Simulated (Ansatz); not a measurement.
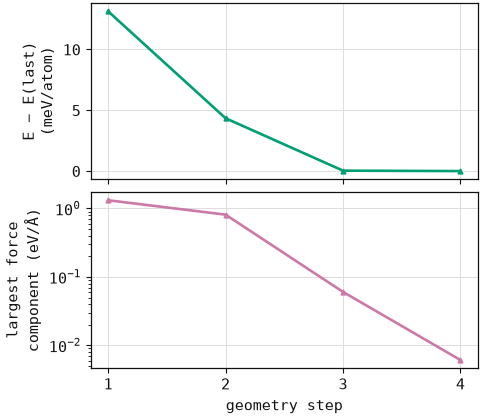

Source: calculation with Ansatz.

History of a geometry optimisation. Only the atoms move.

```
crystal:
  lattice:
    - [2.814856897, 0.0, 0.0]
    - [-1.4074284485, 2.4377375808, 0.0]
    - [0.0, 0.0, 22.7808965612]
  atoms:
    - { symbol: O, position: [0.0, 0.0, 0.3292232147] }
    - { symbol: Co, position: [0.3333333333, 0.6666666667, 0.3710683109] }
    - { symbol: O, position: [0.6666666667, 0.3333333333, 0.4129134071] }
    - { symbol: Pd, position: [0.6666666667, 0.3333333333, 0.5] }
    - { symbol: O, position: [0.6666666667, 0.3333333333, 0.5870865929] }
    - { symbol: Co, position: [0.0, 0.0, 0.6289316891] }
    - { symbol: O, position: [0.3333333333, 0.6666666667, 0.6707767853] }
basis:
  ecutwfc: 420
kpoints:
  mp_grid: { grid: [12, 12, 1] }
hamiltonian:
  xc: pbesol
scf:
  occupations: { method: gaussian, width: 0.1 }
output:
  forces: true
  eigenvalues: true
relax:
  adjacent_minimum: "off"
  f_tol: 0.02
  max_steps: 60
efield:
  axis: 3
  dipole_correction: true
```

How did the optimisation end?

The optimisation met its thresholds at geometry 4, counting the start as the first. The energy fell by about 13 meV/atom from the first step to the last. The largest force component goes from about 1.3 eV/Å at the start to 6 × 10⁻³ eV/Å at the end.
